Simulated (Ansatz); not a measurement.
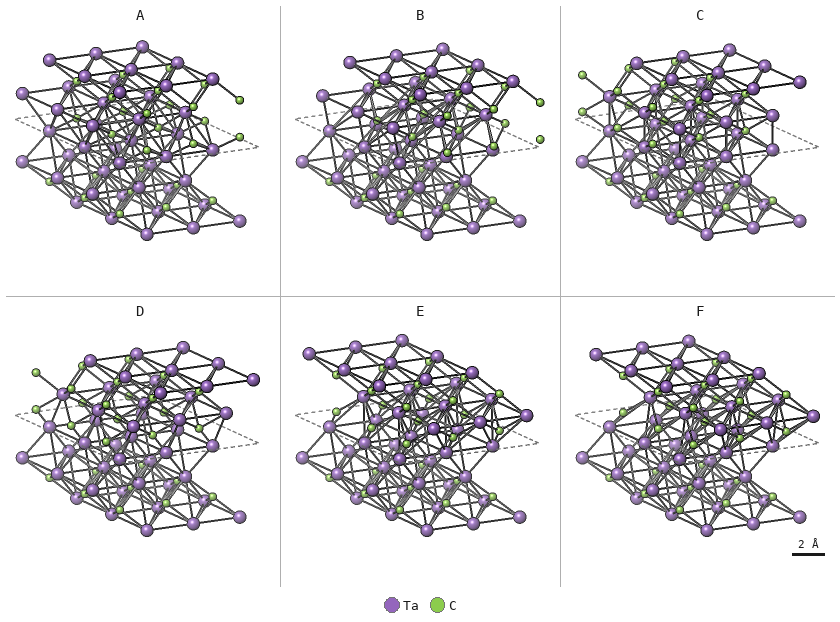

A scan of solid Ta4C3 (R3m) along one coordinate. Style: ball-and-stick. Shown: the layers on both sides of the dashed plane, obliquely from above.

Computed with DFT PBEsol, scalar-relativistic, plane waves, PAW in Ansatz 0.2.0. (plane-wave cutoff 420 eV; k-point mesh 14 × 14 × 4; occupations gaussian; smearing width 0.15 eV; no spin polarisation). Energies (free energies at the smearing named) are counted from the relaxed crystal.

What is being scanned?

Answer. The crystal above a cut along the (0 0 −1) plane of the conventional cell (between a plane of Ta below and one of C above, 1.17 Å apart) is slid rigidly by fractions of an in-plane lattice vector 5.38 Å long (a generalised stacking fault). In the frames the slip is 0.00 (A), 0.25 (B), 0.333 (C), 0.50 (D), 0.75 (E), 0.833 (F). One cut stands in each cell, which starts 10.2 Å high; nothing is relaxed, and the dashed outline marks the cut. Their energies are 0 mJ/m², 4145 mJ/m², 3745 mJ/m², 15769 mJ/m², 36372 mJ/m², 14511 mJ/m².
